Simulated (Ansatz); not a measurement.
Fe

Input file:

```
crystal:
  lattice:
    - [2.347, 0.0, 0.0]
    - [-1.1735, 2.0325616227, 0.0]
    - [0.0, 0.0, 3.797]
  atoms:
    - { symbol: Fe, position: [0.3333333333, 0.6666666667, 0.25], spin: 3.0 }
    - { symbol: Fe, position: [0.6666666667, 0.3333333333, 0.75], spin: 3.0 }
magnetization:
  spin_polarized: true
kpoints:
  mp_grid: { grid: [10, 10, 6] }
scf:
  occupations: { method: fermi_dirac, width: 0.05 }
  lower_state_search: "off"
hamiltonian:
  xc: pbe
  pseudopotentials: { kind: paw }
output:
  forces: true
  stress: true
  eigenvalues: true
  write_density: true
  write_potential: true
  elf: true
  volumetric_format: npy
```

Command:

```sh
ansatz run input.yaml --threads 3 --pin off --max-ram 6144MiB --backend cpu --events-out ev --progress --plain --runs-dir out
```

Below, planes, directions and counts refer to the conventional cell (a = 2.35 Å, b = 2.35 Å, c = 3.80 Å, α = 90.00°, β = 90.00°, γ = 120.00°).

Space group P6₃/mmc; computed pressure about 45 GPa in this cell; the program warned that a starting moment wasn't kept; spin-polarised, but the moments vanished.

Level of theory: DFT, PBE, PAW with Ansatz's default frozen-core files, scalar-relativistic (Ansatz 0.2.0).

Q: What can the converged valence pseudo-density and electron localisation function tell about the bonding?

A: Fe–Fe (2.35 Å): ρ is about 0.46 e/Å³ halfway; the ELF is about 0.30 at the midpoint: no localised pair shows between them.

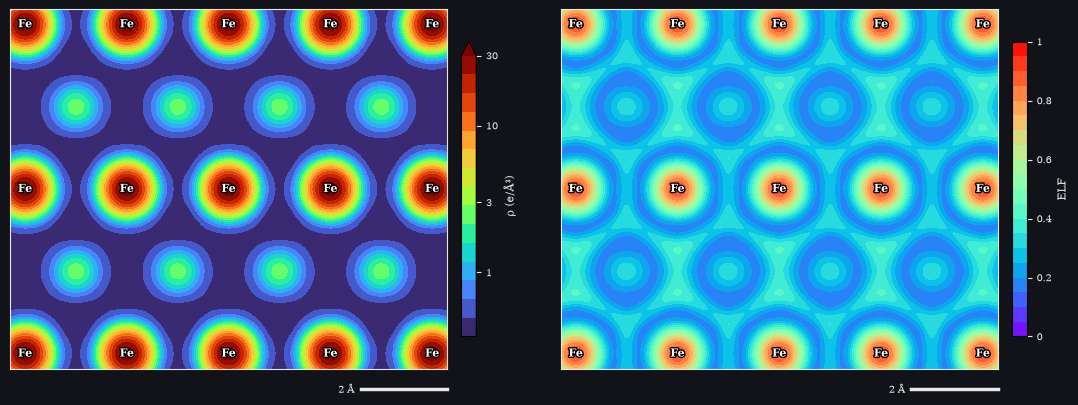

Computed valence pseudo-density and electron localisation function on the (100) plane of the conventional cell, in this order. Atoms just off the plane (Fe, 0.7 Å away) can leave unmarked features too.
